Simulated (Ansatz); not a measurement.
**Geometry relaxation of W3Si (part 1 of 2)**

System: W3Si (Im-3m, 4 atoms in the cell).
Method: DFT PBEsol, scalar-relativistic, plane waves, PAW, no spin polarisation (Ansatz 0.2.0).

The structure derives from a Materials Project entry. Figures and captions count atoms from 1; the log counts them from 0 in places.

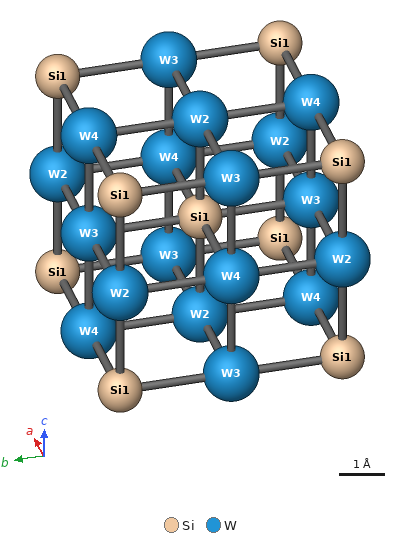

Figure 1. The structure as given in the input (ball-and-stick view of the cell 2 times as large as that of the calculation, set on its symmetry axes, seen at an oblique angle; atoms are numbered from 1 in the order of the input). An atom can appear more than once, as a periodic image.

Input:
```yaml
crystal:
  lattice:
    - [-2.606175, 2.606175, 2.606175]
    - [2.606175, -2.606175, 2.606175]
    - [2.606175, 2.606175, -2.606175]
  atoms:
    - { symbol: Si, position: [0.0, 0.0, 0.0] }
    - { symbol: W, position: [0.5, 0.5, 0.0] }
    - { symbol: W, position: [0.5, 0.0, 0.5] }
    - { symbol: W, position: [0.0, 0.5, 0.5] }
basis:
  ecutwfc: 420
kpoints:
  mp_grid: { grid: [12, 12, 12] }
hamiltonian:
  xc: pbesol
scf:
  occupations: { method: gaussian, width: 0.1 }
output:
  forces: true
  stress: true
  eigenvalues: true
relax:
  adjacent_minimum: "off"
  f_tol: 0.005
  max_steps: 80
  cell: { stress_tol: 0.05 }
```

Launch command:
```bash
ansatz run input.yaml --threads 2 --pin off --max-ram 5120MiB --backend cpu --events-out ev --progress --plain --runs-dir out
```

Output:
```
Engine: ansatz 0.2.0, x86_64-unknown-linux-gnu
Pseudopotentials: kind: paw
Pseudopotential: Si, paw, valence charge 4, recommended cutoff 420 eV (normal), Si.paw.azcp
Pseudopotential: W, paw, valence charge 14, recommended cutoff 420 eV (normal), W.paw.azcp
Functional definition: PBEsol
  exchange = pbesol_x
  correlation = pbesol_c
Crystal: 4 atoms, lattice volume = 70.806 Å³
Basis set: ecut = 420 eV, 1409 PW (Γ), exchange–correlation on 64×64×64 points (8 copies of the dense FFT grid, shifted against one another)
Bands: 28, of which v1, the nominal top of the filled ones, is band 23 counted from 1 (22 counted from 0)
Symmetry: 48 space group operations
Space group: Im-3m (ITA 229), of the structure as read, at distance tolerance 4.1e-5 Å
k-points: 72 of 1728
Non-local potential: Si, projectors of the file, l = 0: 2, l = 1: 2, l = 2: 2
Non-local potential: W, projectors of the file, l = 0: 3, l = 1: 2, l = 2: 2, l = 3: 1
PAW form: soft (Blöchl's): semilocal exchange-correlation on the pseudo side does not see the compensation charge
PAW frozen core: Si, regenerated for the run's functional, and the local potential with it (the file was generated under x = pbe(κ = 0.804, μ = 0.2195149727645171), c = pbe(β = 0.06672455060314922))
PAW frozen core: W, regenerated for the run's functional, and the local potential with it (the file was generated under x = pbe(κ = 0.804, μ = 0.2195149727645171), c = pbe(β = 0.06672455060314922))
PAW one-centre angular grid: Si, 110 points (default); XC on 64 Gauss nodes
PAW one-centre angular grid: W, 590 points (default); XC on 64 Gauss nodes
Initial density: superposition of atomic densities (neutral atoms: chi_scale 0, normalization atom), corrected by the library's trained network
Initial wavefunctions: pseudopotential atomic-orbital guess
Functional: x = pbesol(κ = 0.804, μ = 0.12345679012345678), c = pbesol(β = 0.046)
SCF iter   1: F=—  HF=-31385.684920 eV  |F-HF|=—  |Δ(HF+E_count)|=         —  Δρ=5.47e-3  dr2=1.54e-2  ethr=1.77e-3  ⟨swp⟩=5.0  Hψ=8595  notcnv=0
preconditioner: auto → Kerker (q_TF=auto, 2.539 Å⁻¹)  [metal: Δε(μ)=0.013 eV  Ē_g=4.583 eV  σ=0.100 eV  W_gap=0.07  n_scr=18 (ndim 8)  ℏωp=20.7 eV  f_vac=0.000  D(μ)=5.42/eV (n_scr^D=54)]
SCF iter   2: F=—  HF=-31385.682387 eV  |F-HF|=—  |Δ(HF+E_count)|=   2.53e-3  Δρ=2.92e-3  dr2=4.29e-3  ethr=3.34e-5  ⟨swp⟩=1.0  Hψ=2593  notcnv=0
SCF iter   3: F=—  HF=-31385.681651 eV  |F-HF|=—  |Δ(HF+E_count)|=   7.36e-4  Δρ=2.21e-4  dr2=1.64e-5  ethr=9.34e-6  ⟨swp⟩=2.0  Hψ=2731  notcnv=0
SCF iter   4: F=—  HF=-31385.681646 eV  |F-HF|=—  |Δ(HF+E_count)|=   4.85e-6  Δρ=3.67e-5  dr2=5.67e-7  ethr=3.57e-8  ⟨swp⟩=2.0  Hψ=3524  notcnv=0
iter 5 did not close the SCF: its close was put off for the readings that it lacked (scf_convergence_deferred on its scf_iter line)
SCF iter   5: F=-31385.681646 eV  HF=-31385.681646 eV  |F-HF|=4.73e-9  |Δ(HF+E_count)|=   5.68e-8  Δρ=7.22e-6  dr2=2.50e-8  ethr=1.23e-9  ⟨swp⟩=2.1  Hψ=2670  notcnv=0
SCF iter   6: F=-31385.681646 eV  HF=-31385.681646 eV  |F-HF|=3.71e-10  |Δ(HF+E_count)|=  8.08e-10  Δρ=1.20e-6  dr2=9.55e-10  ethr=5.44e-11  ⟨swp⟩=3.6  Hψ=6976  notcnv=0
SCF 1 converged in 6 iterations: F = -31385.681646 eV  dr2 = 9.55e-10
  greatest PAW one-centre occupation: 1.000 electrons in one spin orbital (limit 2), on the W atom at site 2 (counted from 0), in its partial waves of l = 0
relax step   1: F+E_penalty+E_count = -31385.68164622 eV  Δ(F+E_penalty+E_count) = +0.000e0 eV  max|allowed force component| = 1.822e-29 eV/Å  Δτ_max = 0.0000 Å  P = -6.400 GPa  Ω = 70.806 Å³  (6 SCF iters, dr2 threshold 1.00e-7 eV, accepted)
Crystal: 4 atoms, lattice volume = 65.644 Å³
Basis set: ecut = 420 eV, 1289 PW (Γ), exchange–correlation on 64×64×64 points (8 copies of the dense FFT grid, shifted against one another)
Initial density: handed on by an earlier stage of this run
Initial wavefunctions: those handed on with the density
iter 1 solved again at ethr=1.09e-5 eV; its pass at ethr=3.10e-3 eV (dr2=5.02e-3 eV) is discarded
SCF iter   1: F=—  HF=-31385.651065 eV  |F-HF|=—  |Δ(HF+E_count)|=         —  Δρ=3.06e-3  dr2=4.97e-3  ethr=1.09e-5  ⟨swp⟩=1.6  Hψ=12036  notcnv=0
preconditioner: auto → Kerker (q_TF=auto, 2.571 Å⁻¹)  [metal: Δε(μ)=0.008 eV  Ē_g=4.918 eV  σ=0.100 eV  W_gap=0.05  n_scr=18 (ndim 8)  ℏωp=21.5 eV  f_vac=0.000  D(μ)=4.77/eV (n_scr^D=54)]
SCF iter   2: F=—  HF=-31385.650384 eV  |F-HF|=—  |Δ(HF+E_count)|=   6.81e-4  Δρ=1.85e-3  dr2=1.88e-3  ethr=1.08e-5  ⟨swp⟩=1.0  Hψ=2016  notcnv=0
SCF iter   3: F=—  HF=-31385.649916 eV  |F-HF|=—  |Δ(HF+E_count)|=   4.68e-4  Δρ=2.52e-4  dr2=4.03e-5  ethr=4.10e-6  ⟨swp⟩=2.0  Hψ=2641  notcnv=0
SCF iter   4: F=—  HF=-31385.649911 eV  |F-HF|=—  |Δ(HF+E_count)|=   5.39e-6  Δρ=4.98e-5  dr2=1.46e-6  ethr=8.76e-8  ⟨swp⟩=2.6  Hψ=3404  notcnv=0
iter 5 did not close the SCF: its close was put off for the readings that it lacked (scf_convergence_deferred on its scf_iter line)
SCF iter   5: F=-31385.649911 eV  HF=-31385.649911 eV  |F-HF|=3.87e-9  |Δ(HF+E_count)|=   1.41e-7  Δρ=6.51e-6  dr2=2.33e-8  ethr=3.18e-9  ⟨swp⟩=2.0  Hψ=2692  notcnv=0
SCF iter   6: F=-31385.649911 eV  HF=-31385.649911 eV  |F-HF|=1.27e-10  |Δ(HF+E_count)|=   1.02e-9  Δρ=1.10e-6  dr2=4.93e-10  ethr=5.07e-11  ⟨swp⟩=1.6  Hψ=5424  notcnv=0
SCF 2 converged in 6 iterations: F = -31385.649911 eV  dr2 = 4.93e-10
  greatest PAW one-centre occupation: 1.000 electrons in one spin orbital (limit 2), on the W atom at site 3 (counted from 0), in its partial waves of l = 0
relax step   2: F+E_penalty+E_count = -31385.64991084 eV  Δ(F+E_penalty+E_count) = +3.174e-2 eV  max|allowed force component| = 1.818e-29 eV/Å  Δτ_max = 0.0000 Å  P = +9.502 GPa  Ω = 65.644 Å³  energy of the carried Pulay correction = +1.438e-3 eV  (6 SCF iters, dr2 threshold 4.00e-7 eV, rejected (line search))
Crystal: 4 atoms, lattice volume = 68.634 Å³
iter 1 solved again at ethr=5.01e-6 eV; its pass at ethr=3.10e-3 eV (dr2=2.31e-3 eV) is discarded
SCF iter   1: F=—  HF=-31385.730335 eV  |F-HF|=—  |Δ(HF+E_count)|=         —  Δρ=1.84e-3  dr2=2.01e-3  ethr=5.01e-6  ⟨swp⟩=2.2  Hψ=11356  notcnv=0
preconditioner: auto → Kerker (q_TF=auto, 2.552 Å⁻¹)  [metal: Δε(μ)=0.010 eV  Ē_g=4.714 eV  σ=0.100 eV  W_gap=0.06  n_scr=18 (ndim 8)  ℏωp=21.0 eV  f_vac=0.000  D(μ)=5.14/eV (n_scr^D=54)]
SCF iter   2: F=—  HF=-31385.730071 eV  |F-HF|=—  |Δ(HF+E_count)|=   2.64e-4  Δρ=1.12e-3  dr2=7.56e-4  ethr=4.38e-6  ⟨swp⟩=1.0  Hψ=2016  notcnv=0
SCF iter   3: F=—  HF=-31385.729884 eV  |F-HF|=—  |Δ(HF+E_count)|=   1.87e-4  Δρ=1.61e-4  dr2=1.81e-5  ethr=1.64e-6  ⟨swp⟩=2.0  Hψ=2636  notcnv=0
SCF iter   4: F=—  HF=-31385.729873 eV  |F-HF|=—  |Δ(HF+E_count)|=   1.08e-5  Δρ=3.45e-5  dr2=7.68e-7  ethr=3.94e-8  ⟨swp⟩=2.2  Hψ=2808  notcnv=0
SCF iter   5: F=—  HF=-31385.729873 eV  |F-HF|=—  |Δ(HF+E_count)|=   4.91e-7  Δρ=4.77e-6  dr2=1.32e-8  ethr=1.67e-9  ⟨swp⟩=2.0  Hψ=2731  notcnv=0
SCF iter   6: F=—  HF=-31385.729873 eV  |F-HF|=—  |Δ(HF+E_count)|=  2.51e-10  Δρ=8.46e-7  dr2=3.56e-10  ethr=2.88e-11  ⟨swp⟩=2.0  Hψ=2826  notcnv=0
SCF iter   7: F=-31385.729873 eV  HF=-31385.729873 eV  |F-HF|=3.64e-12  |Δ(HF+E_count)|=  1.46e-11  Δρ=9.86e-8  dr2=6.00e-12  ethr=1.00e-12  ⟨swp⟩=5.0  Hψ=7583  notcnv=0
SCF 3 converged in 7 iterations: F = -31385.729873 eV  dr2 = 6.00e-12
relax step   3: F+E_penalty+E_count = -31385.72987340 eV  Δ(F+E_penalty+E_count) = -4.823e-2 eV  max|allowed force component| = 1.797e-29 eV/Å  Δτ_max = 0.0000 Å  P = -0.463 GPa  Ω = 68.634 Å³  energy of the carried Pulay correction = +5.919e-4 eV  (7 SCF iters, accepted)
Crystal: 4 atoms, lattice volume = 68.470 Å³
iter 1 solved again at ethr=1.85e-8 eV; its pass at ethr=3.10e-3 eV (dr2=8.52e-6 eV) is discarded
SCF iter   1: F=—  HF=-31385.730151 eV  |F-HF|=—  |Δ(HF+E_count)|=         —  Δρ=9.60e-5  dr2=5.21e-6  ethr=1.85e-8  ⟨swp⟩=3.1  Hψ=11379  notcnv=0
preconditioner: auto → Kerker (q_TF=auto, 2.553 Å⁻¹)  [metal: Δε(μ)=0.005 eV  Ē_g=4.723 eV  σ=0.100 eV  W_gap=0.03  n_scr=18 (ndim 8)  ℏωp=21.0 eV  f_vac=0.000  D(μ)=5.14/eV (n_scr^D=54)]
SCF iter   2: F=—  HF=-31385.730143 eV  |F-HF|=—  |Δ(HF+E_count)|=   7.66e-6  Δρ=5.83e-5  dr2=1.98e-6  ethr=1.13e-8  ⟨swp⟩=1.0  Hψ=2016  notcnv=0
iter 3 did not close the SCF: its close was put off for the readings that it lacked (scf_convergence_deferred on its scf_iter line)
SCF iter   3: F=-31385.730143 eV  HF=-31385.730143 eV  |F-HF|=8.64e-9  |Δ(HF+E_count)|=   4.79e-7  Δρ=8.06e-6  dr2=4.38e-8  ethr=4.31e-9  ⟨swp⟩=2.0  Hψ=2638  notcnv=0
iter 4 did not close the SCF: its close was put off for the readings that it lacked (scf_convergence_deferred on its scf_iter line)
SCF iter   4: F=-31385.730143 eV  HF=-31385.730143 eV  |F-HF|=4.55e-10  |Δ(HF+E_count)|=   6.65e-9  Δρ=1.60e-6  dr2=1.58e-9  ethr=9.52e-11  ⟨swp⟩=2.8  Hψ=3630  notcnv=0
iter 5 did not close the SCF: its close was put off for the readings that it lacked (scf_convergence_deferred on its scf_iter line)
SCF iter   5: F=-31385.730143 eV  HF=-31385.730143 eV  |F-HF|=3.64e-12  |Δ(HF+E_count)|=  1.31e-10  Δρ=2.21e-7  dr2=2.73e-11  ethr=3.44e-12  ⟨swp⟩=2.0  Hψ=2630  notcnv=0
SCF iter   6: F=-31385.730143 eV  HF=-31385.730143 eV  |F-HF|=3.64e-12  |Δ(HF+E_count)|=  1.46e-11  Δρ=3.46e-8  dr2=5.29e-13  ethr=1.00e-12  ⟨swp⟩=1.0  Hψ=4320  notcnv=0
SCF 4 converged in 6 iterations: F = -31385.730143 eV  dr2 = 5.29e-13
  greatest PAW one-centre occupation: 1.000 electrons in one spin orbital (limit 2), on the W atom at site 1 (counted from 0), in its partial waves of l = 0
relax step   4: F+E_penalty+E_count = -31385.73014264 eV  Δ(F+E_penalty+E_count) = -2.692e-4 eV  max|allowed force component| = 1.539e-29 eV/Å  Δτ_max = 0.0000 Å  P = +0.026 GPa  Ω = 68.470 Å³  energy of the carried Pulay correction = +6.373e-4 eV  (6 SCF iters, dr2 threshold 4.00e-7 eV, accepted)
Basis set: ecut = 420 eV, 1409 PW (Γ), exchange–correlation on 60×60×60 points (8 copies of the dense FFT grid, shifted against one another)
Initial wavefunctions: pseudopotential atomic-orbital guess (no wavefunctions were taken with the density)
iter 1 solved again at ethr=1.00e-8 eV; its pass at ethr=3.10e-3 eV (dr2=4.60e-6 eV) is discarded
SCF iter   1: F=—  HF=-31385.729509 eV  |F-HF|=—  |Δ(HF+E_count)|=         —  Δρ=6.67e-5  dr2=4.34e-7  ethr=1.00e-8  ⟨swp⟩=3.5  Hψ=14916  notcnv=0
SCF iter   2: F=—  HF=-31385.729520 eV  |F-HF|=—  |Δ(HF+E_count)|=   1.04e-5  Δρ=3.54e-5  dr2=1.18e-7  ethr=9.44e-10  ⟨swp⟩=1.0  Hψ=2016  notcnv=0
SCF iter   3: F=—  HF=-31385.729520 eV  |F-HF|=—  |Δ(HF+E_count)|=   9.74e-9  Δρ=1.32e-6  dr2=6.18e-10  ethr=2.57e-10  ⟨swp⟩=2.5  Hψ=3698  notcnv=0
SCF iter   4: F=—  HF=-31385.729520 eV  |F-HF|=—  |Δ(HF+E_count)|=  3.27e-11  Δρ=3.52e-7  dr2=7.38e-11  ethr=1.34e-12  ⟨swp⟩=2.1  Hψ=2593  notcnv=0
iter 5 did not close the SCF: its close was put off for the readings that it lacked (scf_convergence_deferred on its scf_iter line)
SCF iter   5: F=-31385.729520 eV  HF=-31385.729520 eV  |F-HF|=7.28e-12  |Δ(HF+E_count)|=  2.55e-11  Δρ=2.87e-8  dr2=3.99e-13  ethr=1.00e-12  ⟨swp⟩=1.0  Hψ=2016  notcnv=0
SCF iter   6: F=-31385.729520 eV  HF=-31385.729520 eV  |F-HF|=1.09e-11  |Δ(HF+E_count)|=  7.28e-12  Δρ=8.19e-9  dr2=3.93e-14  ethr=1.00e-12  ⟨swp⟩=3.0  Hψ=5741  notcnv=0
SCF 5 converged in 6 iterations: F = -31385.729520 eV  dr2 = 3.93e-14
relax step   5: F+E_penalty+E_count = -31385.72951977 eV  Δ(F+E_penalty+E_count) = +6.229e-4 eV  max|allowed force component| = 1.315e-29 eV/Å  Δτ_max = 0.0000 Å  P = +0.024 GPa  Ω = 68.470 Å³  stress off target by 2.43e-2 GPa  SCF on the basis re-selected at this cell (its energy is not comparable with the rows above)  (6 SCF iters)
```

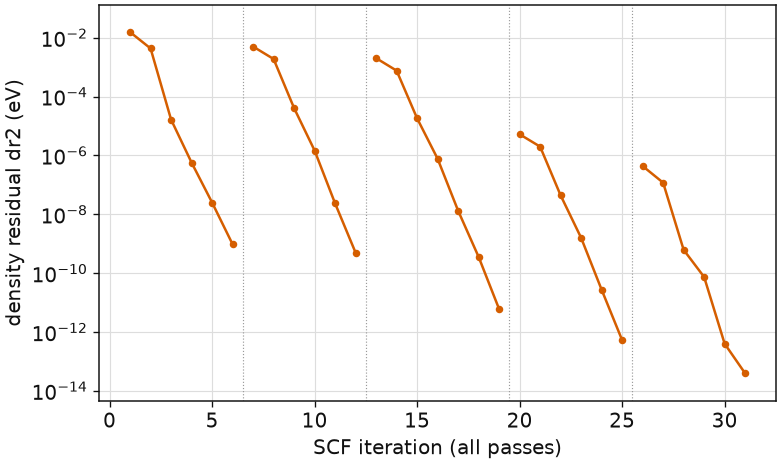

Figure 2. Convergence of the self-consistent field: density residual dr2 against the SCF iteration. The dotted lines part the SCF passes of the relaxation: geometry steps, rejected trials and re-solves on a re-selected basis. The 5 passes take 6 to 7 iterations each, 31 in all.
